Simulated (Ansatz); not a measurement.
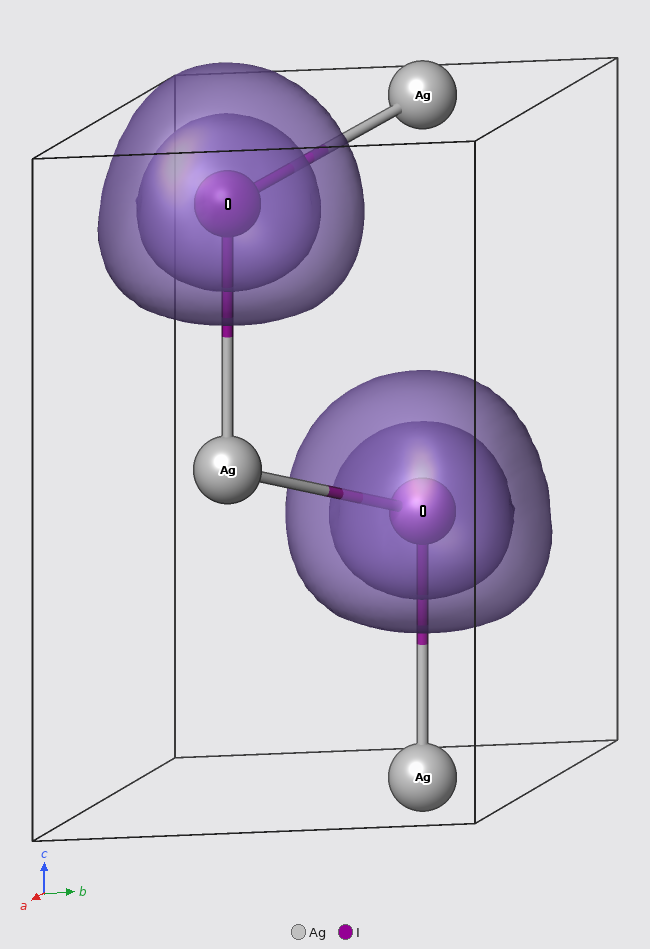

*AgI. Isosurface of the ELF at 0.65 (purple), seen slightly off an axis. Only the valence region is drawn (cores and ρ < 0.01 e/Å³ removed). Sticks mark near contacts.*

Space group P6₃mc; a structure from a database of computed crystals, not necessarily the ambient phase; changed on purpose from its base cell (biaxial strain in the a-b plane, c and atoms relaxed: +3.0 %).

The calculation used DFT PBE, scalar-relativistic, plane waves, PAW in Ansatz.

> Where are the electrons localised?

The surface consists of two regions wrapped around I (the valence shell of each), counted in one cell of 4 atoms. Regions shared between cells count once. Along the contacts the grid gives the following. Ag–I (2.90 Å): the ELF is about 0.35 at the midpoint and 0.15 at its lowest between the atoms.

> Metal or insulator at this level of theory?

It is gapped, with a Kohn–Sham gap of 1.4 eV on the k-point mesh (the band edges may lie off the mesh, which would make the gap smaller).
